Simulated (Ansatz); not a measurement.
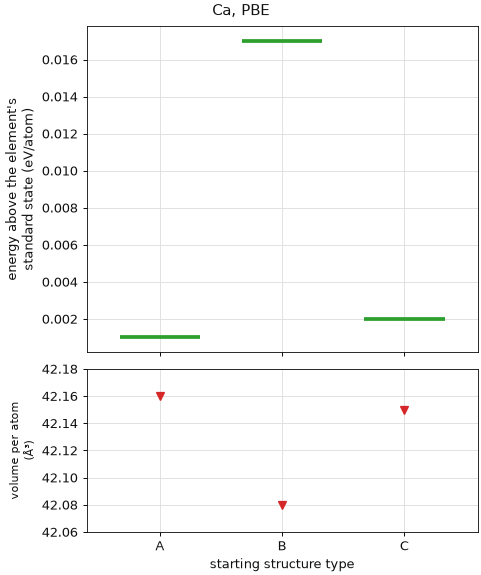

The plot gives the computed energy above the element's standard state of each starting structure type, with the volume per atom below, for Ca. The labels are replaced by letters. In alphabetical order the cases are: F type; Hg type; N type.

Computed with Ansatz 0.2.0: a formula put on the sites of a structure type, uncorrected energy per atom over the elements' standard states (H N O F Cl as gases), plane-wave PAW DFT, cell and atoms relaxed at 0 K and 0 GPa, spin start parallel or as listed, metals to 4 meV/atom. Level: PBE, no spin polarisation.

| setting | value |
| --- | --- |
| wave cutoff | 420 eV |

The names give the starting types; a cell can relax into another structure.

### Which letter stands for which starting structure type?

A: F type (0.001 eV/atom); B: Hg type (0.017 eV/atom); C: N type (0.002 eV/atom).

Note: structure snapped to symmetry.
